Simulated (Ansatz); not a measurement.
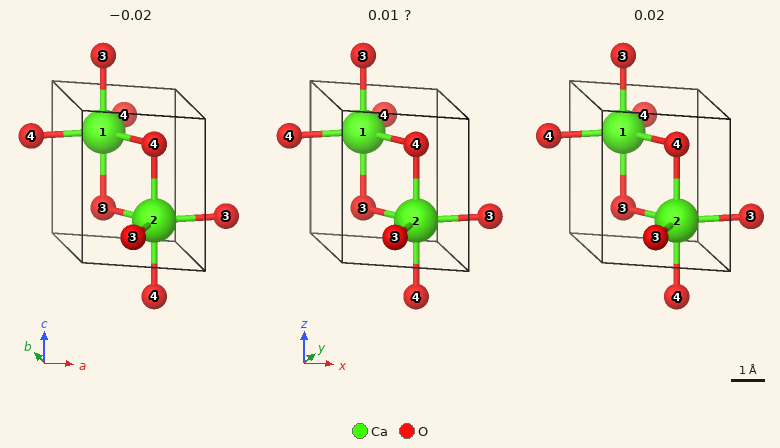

Solid CaO (P6_3/mmc): the cell is strained along x alone, with the atoms kept at their fractional coordinates. x, y and z are the Cartesian axes of the input. The picture is a ball-and-stick view of the cell of the calculation, seen slightly off an axis.

Method: DFT LDA, scalar-relativistic, plane waves, PAW in Ansatz. (plane-wave cutoff 420 eV; k-point mesh 9 × 9 × 6; occupations gaussian; smearing width 0.05 eV; no spin polarisation). Energies (free energies at the smearing named) are counted from the cell as listed in its source, which wasn't relaxed.

```csv
strain,ΔE (meV/atom)
−0.0200,−8.5
−0.0150,−6.9
−0.0100,−5.0
−0.0050,−2.7
0.0000,0.0
0.0050,3.0
0.0100,?
0.0150,9.9
0.0175,11.8
0.0200,13.8
```

Q: Estimate the missing energy from the other rows, and compare with the calculation.

A: A straight line between the two neighbours gives 6.5 meV/atom. A cubic through the four nearest rows (0.0000, 0.0050, 0.0150, 0.0175) gives, with Lagrange weights, (−0.1429)(0.0) + (0.6000)(3.0) + (1.0000)(9.9) + (−0.4571)(11.8) = 6.3 meV/atom. The calculation gives 6.3 meV/atom, so the cubic is right to the digits shown and the straight line 0.2 meV/atom too high.

The whole profile:

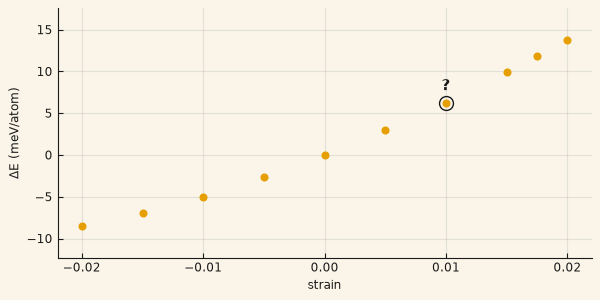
